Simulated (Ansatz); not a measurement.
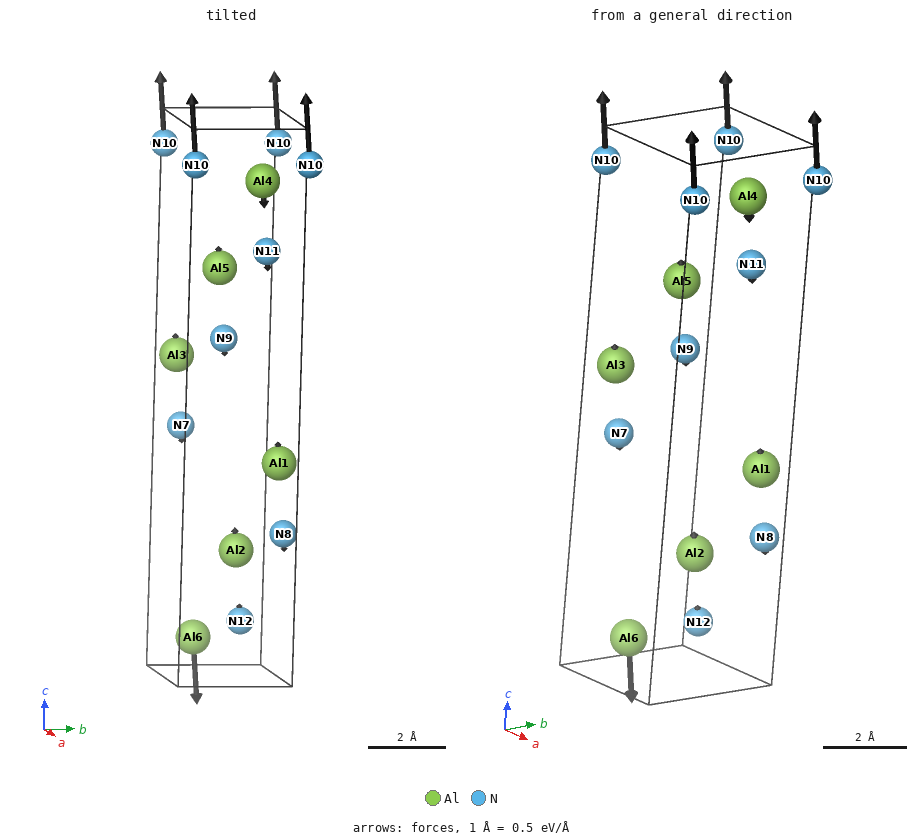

Spheres-only representation of a periodic structure, projected slightly off an axis and from a general direction. One cell (the run's own, in a reduced setting) is framed, with atoms on its boundary repeated. The arrows are the computed forces on the atoms.

System: AlN. Setup: DFT r2SCAN, scalar-relativistic, plane waves, PAW in Ansatz 0.2.0; a kinetic-energy cutoff of 500 eV, k-points about 0.30 Å⁻¹ apart, Gaussian smearing of 0.05 eV, no spin polarisation.

> Is the structure at a minimum of the energy?

No. The atoms still feel forces of up to about 0.8 eV/Å, far above a usual threshold of 0.01 to 0.03 eV/Å.

It derives from a structure listed in the Materials Project. The cell was then strained or its atoms displaced on purpose. It was run through Ansatz as a DFT input.
